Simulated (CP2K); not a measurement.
ZnCu

The calculation's input:

```
&GLOBAL
  PROJECT zncu_scf
  RUN_TYPE ENERGY_FORCE
  PRINT_LEVEL LOW
&END GLOBAL
&FORCE_EVAL
  METHOD QS
  STRESS_TENSOR ANALYTICAL
  &DFT
    BASIS_SET_FILE_NAME BASIS_MOLOPT_UZH
    POTENTIAL_FILE_NAME POTENTIAL_UZH
    &MGRID
      CUTOFF 450
      REL_CUTOFF 60
      NGRIDS 4
    &END MGRID
    &QS
      METHOD GPW
      EPS_DEFAULT 1.0E-10
    &END QS
    &KPOINTS
      SCHEME MONKHORST-PACK 9 9 9
      GAMMA_CENTERED T
      SYMMETRY T
      SYMMETRY_BACKEND SPGLIB
    &END KPOINTS
    &SCF
      SCF_GUESS ATOMIC
      EPS_SCF 1.0E-6
      MAX_SCF 100
      ADDED_MOS 13
      CHOLESKY OFF
      EPS_EIGVAL 1.0E-7
      &DIAGONALIZATION ON
        ALGORITHM STANDARD
      &END DIAGONALIZATION
      &MIXING ON
        METHOD BROYDEN_MIXING
        ALPHA 0.4
        BETA 1.5
        NBUFFER 8
      &END MIXING
      &SMEAR ON
        METHOD FERMI_DIRAC
        ELECTRONIC_TEMPERATURE [K] 580.226
      &END SMEAR
    &END SCF
    &XC
      &XC_FUNCTIONAL PBE
      &END XC_FUNCTIONAL
    &END XC
    &PRINT
      &KPOINTS ON
      &END KPOINTS
      &MULLIKEN ON
      &END MULLIKEN
      &MO ON
        ENERGIES T
        OCCUPATION_NUMBERS T
        &EACH
          QS_SCF 0
        &END EACH
        ADD_LAST NUMERIC
      &END MO
      &LOWDIN ON
      &END LOWDIN
      &HIRSHFELD ON
        SHAPE_FUNCTION DENSITY
      &END HIRSHFELD
      &E_DENSITY_CUBE ON
        STRIDE 1
      &END E_DENSITY_CUBE
      &V_HARTREE_CUBE ON
        STRIDE 1
      &END V_HARTREE_CUBE
      &ELF_CUBE ON
        STRIDE 1
      &END ELF_CUBE
    &END PRINT
  &END DFT
  &SUBSYS
    &CELL
      A 2.9450000000 0.0000000000 0.0000000000
      B 0.0000000000 2.9450000000 0.0000000000
      C 0.0000000000 0.0000000000 2.9450000000
      PERIODIC XYZ
    &END CELL
    &COORD
      SCALED
      Zn  0.5111030000 0.5042410000 0.4952780000
      Cu  -0.0228300000 -0.0090300000 0.0035500000
    &END COORD
    &KIND Zn
      BASIS_SET TZVP-MOLOPT-PBE-GTH-q12
      POTENTIAL GTH-PBE-q12
    &END KIND
    &KIND Cu
      BASIS_SET TZVP-MOLOPT-PBE-GTH-q11
      POTENTIAL GTH-PBE-q11
    &END KIND
    &PRINT
      &ATOMIC_COORDINATES ON
      &END ATOMIC_COORDINATES
      &CELL ON
      &END CELL
    &END PRINT
  &END SUBSYS
  &PRINT
    &FORCES ON
    &END FORCES
    &STRESS_TENSOR ON
    &END STRESS_TENSOR
  &END PRINT
&END FORCE_EVAL
```

Launched as:

```sh
OMP_NUM_THREADS=1 cp2k.psmp -i zncu_scf.inp -o zncu_scf.out
```

Below, planes, directions and counts refer to the conventional cell (a = 2.94 Å, b = 2.94 Å, c = 2.94 Å, α = 90.00°, β = 90.00°, γ = 90.00°).

Space group P1; changed on purpose from its base cell (atoms moved at random by about 0.05 A); not relaxed (largest force 0.6 eV/Å); computed pressure about 4 GPa in this cell.

These are results of CP2K, Kohn-Sham DFT of a periodic cell, PBE, GTH-PBE with UZH-TZVP basis, not measurements.

Q: What can the converged electron localisation function tell about the bonding?

A: Zn–Cu (2.49 Å): the ELF is about 0.25 at the midpoint: no shared electron pair shows on this line.
Zn–Cu (2.50 Å): the ELF is about 0.25 at the midpoint: no localised pair shows between them.
Zn–Cu (2.60 Å): the ELF is about 0.25 at the midpoint; no shared electron pair shows on this line.
Zn–Cu (2.62 Å): the ELF is about 0.25 at the midpoint (no shared electron pair shows on this line).

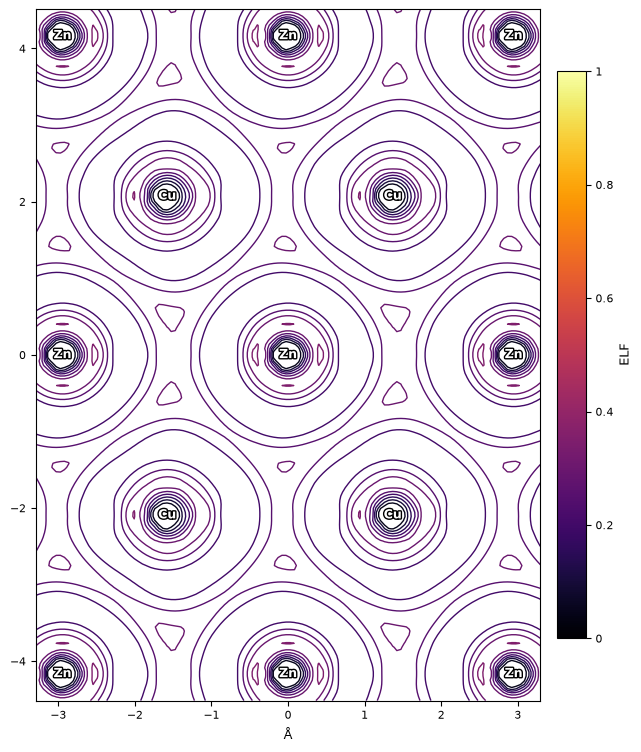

Computed electron localisation function on the (011̄) plane of the conventional cell. 

Core electrons are replaced by pseudopotentials, and the valence fields are smoothed inside the atomic spheres.
